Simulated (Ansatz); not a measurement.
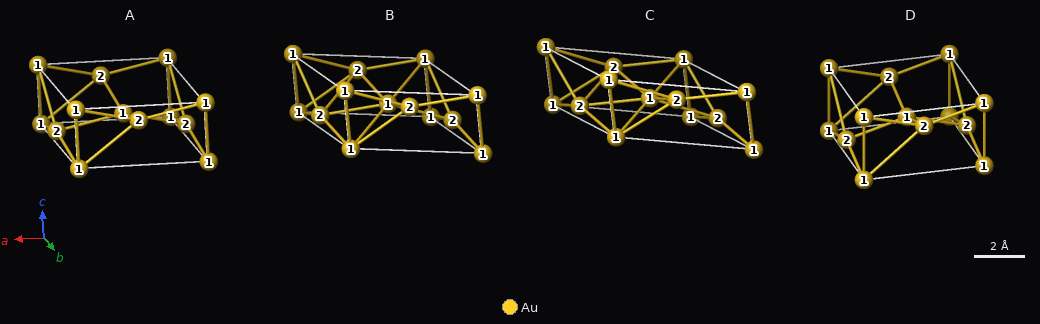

4 geometries from one relaxation of a crystal of Au (a generated structure, set up in I4_1/amd), in shuffled order. The picture is a ball-and-stick view of the conventional cell (2 times the calculation's cell), seen from a free direction. Lengths and directions refer to the drawn axes.

Phase: beta-Sn type.

Theory: DFT, revPBE, plane waves (420 eV) with PAW, scalar-relativistic in Ansatz 0.2.0. Settings: plane-wave cutoff 420 eV; k-point mesh 13 × 13 × 9; occupations fermi dirac; smearing width 0.1 eV; no spin polarisation; cell and atoms relaxed; force threshold 0.01 eV/Å; at most 60 steps.

Put them in the order of the run, from the start to the converged end.

Answer. D, A, B, C. They are steps 0, 5, 9, 25, at +240 meV per atom, +79.4 meV per atom, +56.9 meV per atom relative to the last. The largest moves relative to the cell, 0.070 Å, are those of Au1 and Au2. Au2 goes along [1 −1 0]. The drawn cell changes as follows: a = b 5.072 → 5.655 Å (+11.5 %), c 2.769 → 2.844 Å (+2.7 %), α 90.0° → 75.4°, β 90.0° → 75.4°, γ 90.0° → 110.2°; the volume changes by +7.7 %. Some distances before and after: Au1–Au1 3.844 → 2.908 Å, Au1–Au2 2.629 → 2.980 Å, Au1–Au2 (another image) 3.278 → 2.980 Å, Au1–Au2 (another image) 2.629 → 2.856 Å. The space group (tolerance 0.01 Å) goes from I4_1/amd (No. 141) to Cmcm (No. 63). The energy falls by 240 meV per atom in 20 accepted moves (25 points after the start). The largest force component goes from 0.0002 to under 0.0001 eV/Å. Pressure: 19.03 GPa at the start and −0.01 GPa at the end. The line search rejected the trial steps at points 10, 14, 21 of the run. At 2 points the geometry stayed and the basis and grid were re-selected for the new cell (energy shift of 30.7 meV per atom at most each time). Cost: 3 min on 2 threads of Arm Neoverse V2, on a shared host, peak memory 0.65 GiB.
